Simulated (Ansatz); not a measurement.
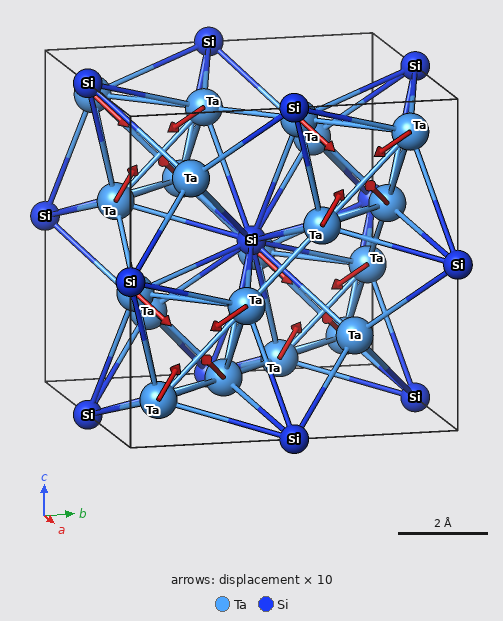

A relaxation of a crystal of Ta5Si (a generated structure, set up in F-43m) (coarse preliminary run). The starting structure is drawn; red arrows show the displacements (the part carried along by the change of the cell is left out), 10 times their true length.

Style: ball-and-stick. Shown: the conventional cell (4 times the calculation's cell), slightly off an axis. Lengths and directions refer to the drawn axes.

Method: Ansatz, DFT PBE, scalar-relativistic, plane waves, PAW.

Input file:
```yaml
crystal:
  lattice:
    - [0.0, 3.84073093, 3.84073093]
    - [3.84073093, 0.0, 3.84073093]
    - [3.84073093, 3.84073093, 0.0]
  atoms:
    - { symbol: Ta, position: [0.11540931, 0.11540931, 0.11540931] }
    - { symbol: Ta, position: [0.11540931, 0.11540931, 0.65377207] }
    - { symbol: Ta, position: [0.11540931, 0.65377207, 0.11540931] }
    - { symbol: Ta, position: [0.65377207, 0.11540931, 0.11540931] }
    - { symbol: Ta, position: [0.75, 0.75, 0.75] }
    - { symbol: Si, position: [0.5, 0.5, 0.5] }
basis:
  ecutwfc: 420
kpoints:
  mp_grid: { grid: [4, 4, 4] }
hamiltonian:
  xc: pbe
scf:
  occupations: { method: gaussian, width: 0.1 }
  lower_state_search: "off"
output:
  forces: true
  stress: true
  eigenvalues: true
relax:
  adjacent_minimum: "off"
  f_tol: 0.04
  max_steps: 70
  cell: { stress_tol: 0.4 }
```

Run as
```bash
ansatz run input.yaml --threads 1 --pin off --max-ram 2560MiB --backend cpu --events-out ev --progress --plain --runs-dir out
```

Q: Atoms of which element are displaced furthest, and by how much?

A: Tantalum: up to 0.12 Å, against 0.00 Å for silicon.

Q: What happened in the run?

A: The largest moves relative to the cell, 0.12 Å, are those of Ta1, Ta2, Ta3 and Ta4. Ta4 goes along [1 1 −1]. Si stays in place. The drawn cell changes as follows: a = b = c 7.681 → 7.660 Å (−0.3 %); the volume changes by −0.8 %. Some distances before and after: Ta1–Ta2 2.924 → 2.723 Å, Ta1–Ta2 (another image) 2.507 → 2.693 Å, Ta1–Si6 3.209 → 3.177 Å, Ta1–Ta5 3.165 → 3.174 Å. The space group stays F-43m (No. 216). Over 4 accepted moves (5 points after the start) the energy falls by 1.347 eV per cell of the calculation. The largest force component goes from 3.5 to 0.0021 eV/Å. The pressure goes from 5.68 to −0.02 GPa. At 1 point the geometry stayed and the basis and grid were re-selected for the new cell (energy shift of 0.3 meV per cell of the calculation at most each time).
